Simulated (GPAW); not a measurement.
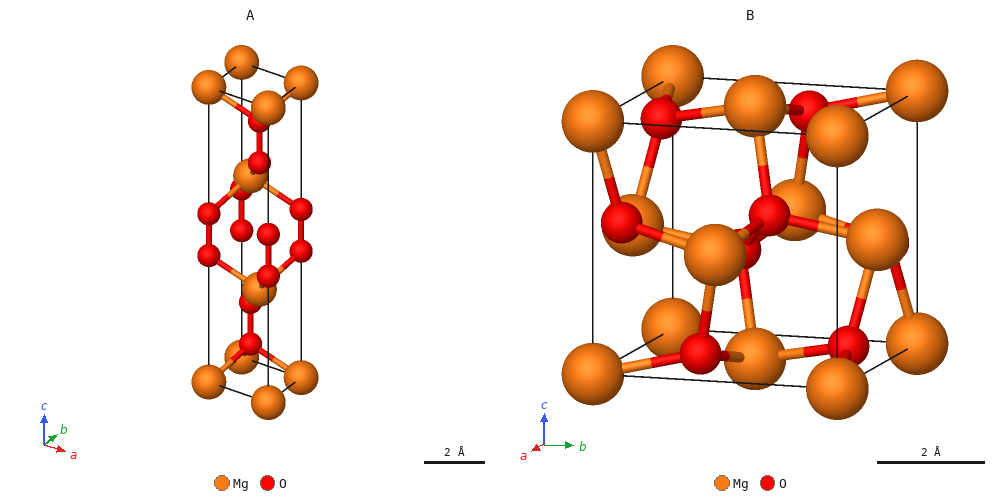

Two structures of MgO2, each relaxed (cell and atoms) at zero pressure; conventional cells in solid outline, small ones repeated, each panel with its own scale. Alike in all runs: GPAW 26.7.0; functional PBEsol; dispersion D3(BJ)+ATM; potentials PAW data sets generated in the run's folder for this functional; cutoff 800 eV; occupations fermi-dirac, width 0.05 eV; no spin polarisation; no spin-orbit coupling. The k meshes have like spacings.

Give the type and space group of each panel.

A: 9 atoms a cell on a rhombohedral (trigonal R) lattice, R-3m; B: pyrite, Pa-3.

Which of these is lowest in energy, and how far above it do the others lie?

B, then A (+82 meV/atom), static energies at zero smearing.

Collect the results in a table.

| panel | space group | E − E(lowest) (meV/atom) | volume (Å³/atom) | gap (eV) |
| --- | --- | --- | --- | --- |
| B | Pa-3 | 0 | 9.3 | 4.02 |
| A | R-3m | 82 | 9.9 | 2.66 |

The starts are database entries or structure types tried for this composition, and the most stable form need not be among them. Gaps are the least found on the k-mesh, which misses some points of high symmetry; where the band edges lie there, the true gap is smaller, at times by an eV.

Caveat: later steps reuse the first step's grids; semilocal functionals give gaps below the measured ones.
